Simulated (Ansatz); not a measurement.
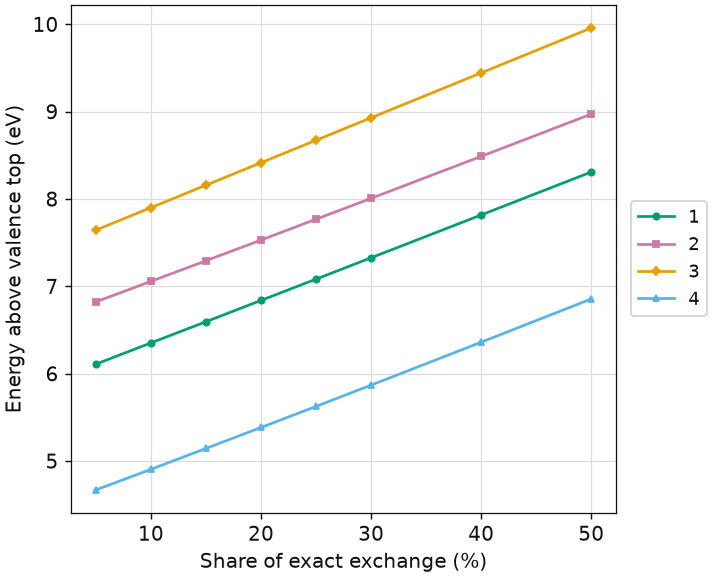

Lowest conduction level at each named k point, counted from the valence-band top at Γ. The curves are numbered.

System: rocksalt KBr, space group Fm-3m, 2 atoms in the primitive cell; cubic a = 6.600 Å. The share of short-range exact exchange is varied in a hybrid of HSE form (ω = 0.2 Å⁻¹). Level of theory: PAW data sets made for the crystal, no spin polarisation, no spin-orbit coupling, 4×4×4 k mesh; code Ansatz 0.2.0.

### Which curve belongs to which k point: L, W, X and Γ?

1 is X; 2 is L; 3 is W; 4 is Γ. Γ rises by 2.19 eV, X rises by 2.20 eV, L rises by 2.15 eV and W rises by 2.32 eV.

### Which of these conduction levels is lowest, and does that change?

The lowest is the one at Γ, over the whole range, so among these points the gap stays direct.

Spin-orbit coupling is left out, which matters for Br. The k mesh is thin for exact exchange. So large a share of exact exchange usually overstates gaps.
